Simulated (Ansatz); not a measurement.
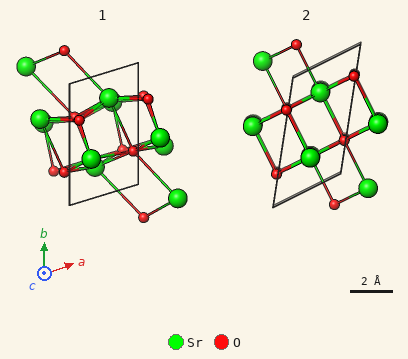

Two geometries of solid SrO (built on the TlCl-63 type type), drawn at one scale. One is the start of a relaxation, the other its converged end. The picture is a ball-and-stick view of the cell of the calculation, reduced to other axes, seen along the c axis. Lengths and directions refer to the drawn axes.

Theory: Ansatz 0.2.0, DFT, PBEsol, plane waves, PAW. Settings: plane-wave cutoff 420 eV; k-point mesh 6 × 6 × 4; occupations fermi dirac; smearing width 0.05 eV; no spin polarisation; cell and atoms relaxed; force threshold 0.01 eV/Å; at most 120 steps.

### Which one is relaxed?

Structure 2 is the relaxed one. Case: shaken. The largest move relative to the cell is that of an O atom, 0.61 Å roughly along [3 −1 0]. Largest moves by element: O 0.61 Å, Sr 0.50 Å. The drawn cell changes as follows: a 3.451 → 3.622 Å (+5.0 %), b 5.825 → 6.273 Å (+7.7 %), c 7.369 → 7.244 Å (−1.7 %), α 88.2° → 90.0°, β 88.9° → 90.0°, γ 72.9° → 54.7°; the volume changes by −5.0 %. Among the contacts that change: O–Sr 4.023 → 2.561 Å, O–Sr 3.767 → 2.561 Å, O–Sr 3.366 → 2.561 Å, O–Sr 1.940 → 2.561 Å. New bonds form: O–Sr (3.77 → 2.56 Å), O–Sr (4.02 → 2.56 Å). Among the angles between lasting bonds that change: O–Sr–O 126.7° → 90.0°, O–Sr–O 155.2° → 180.0°, Sr–O–Sr 156.2° → 180.0°. The space group (tolerance 0.01 Å) goes from P1 (No. 1) to Fm-3m (No. 225). Over 9 accepted moves (12 points after the start) the energy falls by 438 meV per atom. The largest force component goes from 5.7 to under 0.0001 eV/Å. The pressure goes from 3.33 to 0.00 GPa. At 3 points the geometry stayed and the basis and grid were re-selected for the new cell (energy shift of 14.1 meV per atom at most each time). The run took 2.7 min on 2 threads of Arm Neoverse V2, on a shared host, peak memory 0.59 GiB.
